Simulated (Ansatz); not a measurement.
# Calculations on Si128Fe

**1. Relaxation**

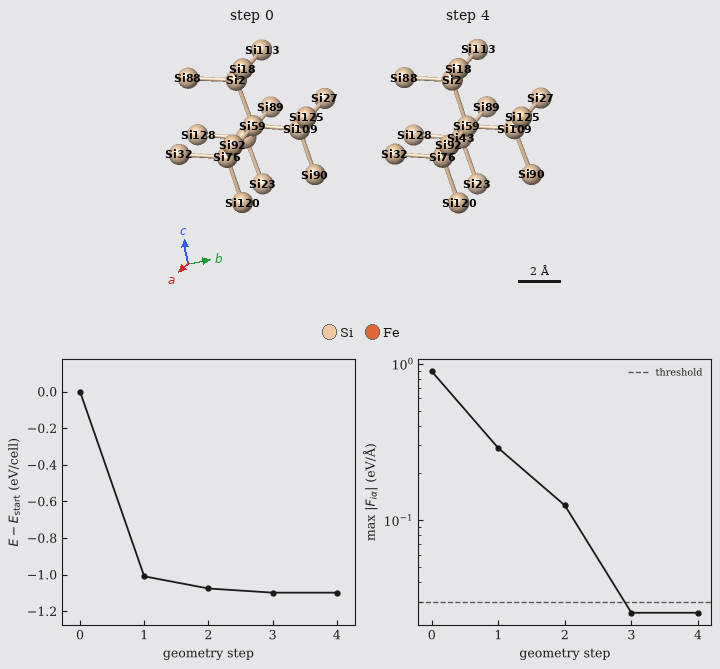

First and last geometry of a relaxation of a defect cell of composition Si$_{128}$Fe (cell charge +2), with the history of the run. Style: ball-and-stick. Shown: the atoms within 4.2 Å of the atom that moves most (axes of the cell of the calculation), slightly off an axis.

Theory: DFT, PBEsol, PAW, plane waves in Ansatz 0.2.0. Set-up: plane-wave cutoff 420 eV; k-point mesh 1 × 1 × 1; mesh shifted by (0.25, 0.25, 0.25); collinear spin; atoms relaxed in a fixed cell; force threshold 0.03 eV/Å; at most 80 steps.

What do the curves and the structures tell?

Answer. It converged. Si59 moves most: 0.10 Å roughly along [1 −2 0]. Largest moves by element: Si 0.10 Å, Fe 0.07 Å. The cell doesn't change. Among the contacts that change: Si90–Si109 2.329 → 2.379 Å, Si43–Si59 2.396 → 2.346 Å, Si59–Si76 2.402 → 2.356 Å, Si43–Si89 2.306 → 2.350 Å. Among the angles between lasting bonds that change: Si2–Si59–Si109 111.1° → 107.3°. After 4 geometry steps the energy has fallen by 1.099 eV per cell of the calculation. Largest force component: 0.89 eV/Å at the start, 0.025 eV/Å at the end.

Limits of the set-up: the cell is charged, on a uniform background, and energies carry no finite-size correction.

**2. Relaxation**

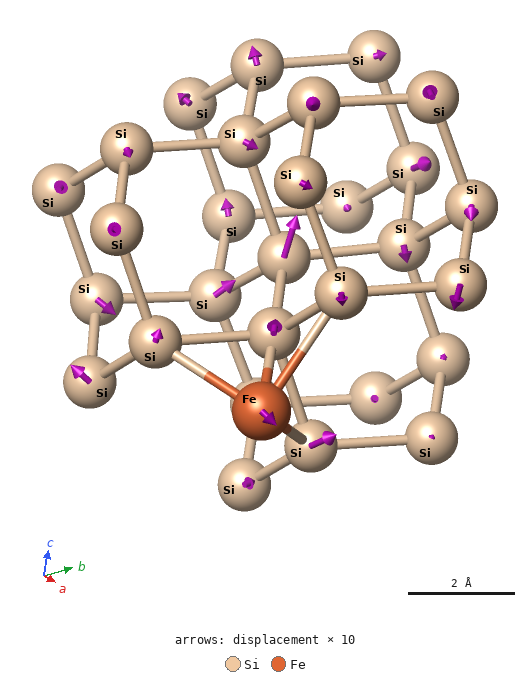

This is a relaxation of a defect cell of composition Si128Fe (cell charge −1). The starting structure is drawn; purple arrows show the displacements, 10 times their true length.

Style: ball-and-stick. Shown: the atoms within 5.0 Å of the atom that moves most (axes of the cell of the calculation), slightly off an axis.

All numbers below come from DFT, PBEsol, PAW, plane waves in Ansatz 0.2.0. (plane-wave cutoff 420 eV; k-point mesh 1 × 1 × 1; mesh shifted by (0.25, 0.25, 0.25); collinear spin; atoms relaxed in a fixed cell; force threshold 0.03 eV/Å; at most 80 steps)

What happened in the run?

Answer. After 3 geometry steps the energy has fallen by 1.138 eV per cell of the calculation. Largest force component: 0.96 eV/Å at the start, 0.027 eV/Å at the end. A Si atom moves most: 0.088 Å roughly along [−2 1 3]. By element the largest moves are Si 0.088 Å, Fe 0.041 Å. The cell doesn't change. Near-neighbour distances that change, for instance: Si–Si 2.443 → 2.351 Å, Si–Si 2.280 → 2.356 Å, Fe–Si 2.334 → 2.400 Å, Fe–Si 2.760 → 2.712 Å. Bond angles that change, for instance: Si–Si–Si 106.6° → 110.2°, Si–Si–Si 107.3° → 110.7°, Si–Si–Si 111.4° → 108.0°.

Limits of the set-up: the cell is charged, on a uniform background, and energies carry no finite-size correction.

**3. Defect**

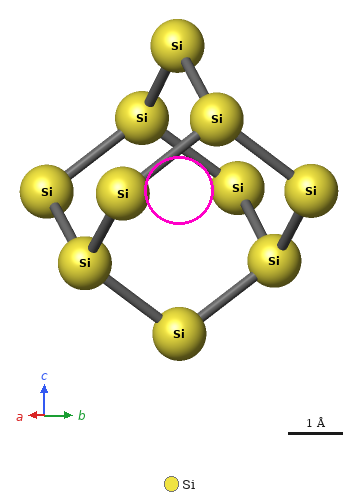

Perfect Si. A ball-and-stick model of the atoms within 3.8 Å of one point, seen from a free direction.

The calculation used DFT, PBEsol, PAW, plane waves (Ansatz). Set-up: plane-wave cutoff 420 eV; k-point mesh 1 × 1 × 1; mesh shifted by (0.25, 0.25, 0.25); collinear spin. Fermi-Dirac smearing of 0.01 eV. A uniform background neutralises the charged cell. The axes drawn are those of the host's conventional cell.

An extra iron atom is put between the host's atoms (an interstitial) at the ringed place, in charge state +1. The supercell has 128 sites, and the atoms are relaxed at the host's cell.

How do the neighbours respond?

The Fe atom starts with 10 Si at 2.33 to 2.74 Å around its place and ends with 10 Si at 2.39 to 2.78 Å. Of the host's atoms, a silicon atom moves furthest from its site, by 0.12 Å. The cell's net moment is 3.00 μB. Relaxing the atoms from the host's sites lowers the energy by 1.11 eV.

The relaxed defect, seen from the same direction:

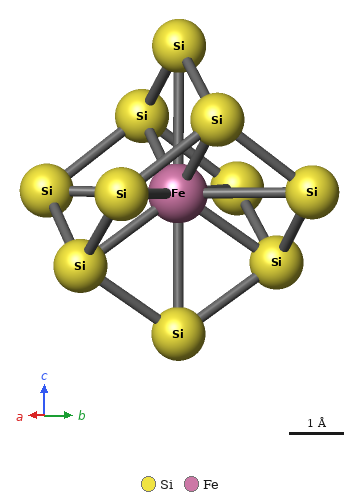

Limits of the set-up: the cell is charged, on a uniform background, and energies carry no finite-size correction.

**4. Defect**

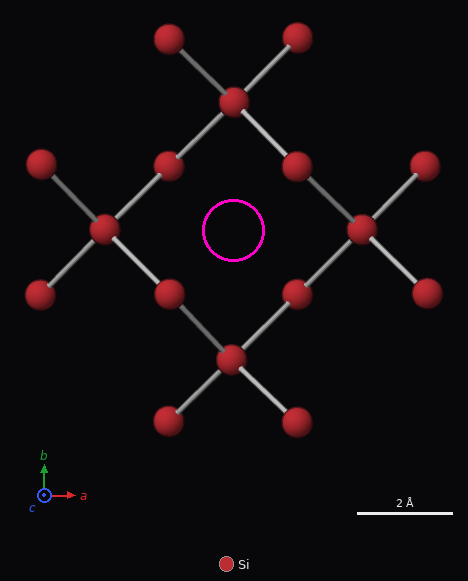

Perfect Si. Style: ball-and-stick. Shown: the atoms within 4.6 Å of one point, in a slice 3.4 Å thick across the line of sight, along the c axis.

The calculation used DFT, PBEsol, PAW, plane waves in Ansatz 0.2.0. Set-up: plane-wave cutoff 420 eV; k-point mesh 1 × 1 × 1; mesh shifted by (0.25, 0.25, 0.25); collinear spin. Fermi-Dirac smearing of 0.01 eV. A uniform background neutralises the charged cell. The axes drawn are those of the host's conventional cell.

An extra iron atom is put between the host's atoms (an interstitial) at the ringed place, in charge state −1. The supercell has 128 sites, and the atoms are relaxed at the host's cell.

Question: Predict the relaxed surroundings of the defect.

Answer: The Fe atom starts with 10 Si at 2.33 to 2.74 Å around its place and ends with 10 Si at 2.38 to 2.71 Å. Of the host's atoms, a silicon atom moves furthest from its site, by 0.09 Å. The cell's net moment is 2.66 μB. Relaxing the atoms from the host's sites lowers the energy by 1.14 eV.

The relaxed defect, seen from the same direction:

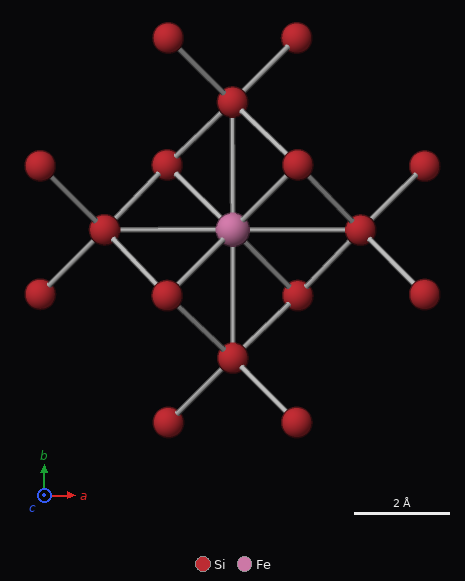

Limits of the set-up: the cell is charged, on a uniform background, and energies carry no finite-size correction.
